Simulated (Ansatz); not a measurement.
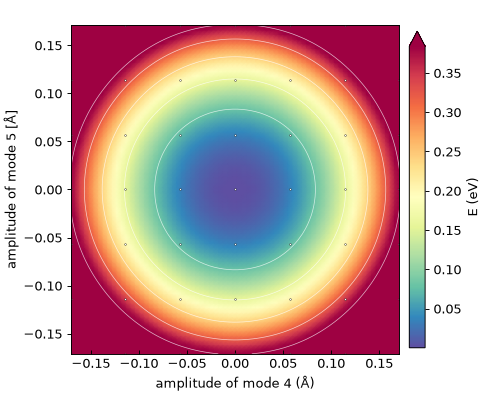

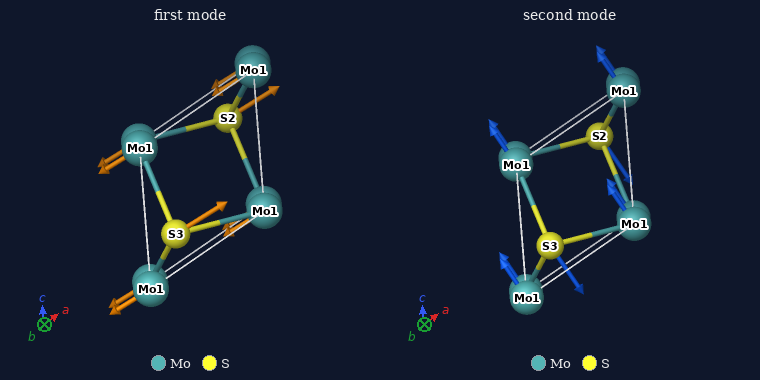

Energy landscape of MoS2 (R-3m, No. 166; 3 atoms in the cell). The energy is mapped over two normal modes frozen in (zone-centre modes of the 3-atom cell of this scan). The first coordinate is: amplitude of mode 4 (228 cm⁻¹), largest displacement; the second: amplitude of mode 5 (228 cm⁻¹), largest displacement. Nothing is relaxed (the cell and all other modes fixed). Grid: 7 × 7 points; 16 points were computed and 33 follow by symmetry. Points are written as (first, second). All energies are given in eV per cell relative to the lowest grid point. These are results of Ansatz 0.2.0, DFT PBE+D3(BJ), scalar-relativistic, plane waves, PAW, not measurements. Settings: cutoff 420 eV, k-mesh 15×15×15, gaussian smearing 0.15 eV, no spin polarisation.

Drawn: a smooth colour map with a few white contour lines, dots at the grid points, one colour for all values above the top of the scale. Between grid points the surface is interpolated. The second picture is the structure at the lowest point

What does the map say about the system?

The lowest grid point is at (0.000 Å, 0.000 Å). It is the only kind of minimum in the scanned range. The highest grid point, (−0.171 Å, −0.171 Å), lies 0.87 eV above the lowest.

Each point was launched as `ansatz run input.yaml --threads 2 --pin off --max-ram 4096MiB --backend cpu --events-out ev --progress --plain --runs-dir out`. Time for the 16 points that were run: 26 min on 2 threads of Arm Neoverse N1, on a shared host.

PAW datasets: the set soft_1.
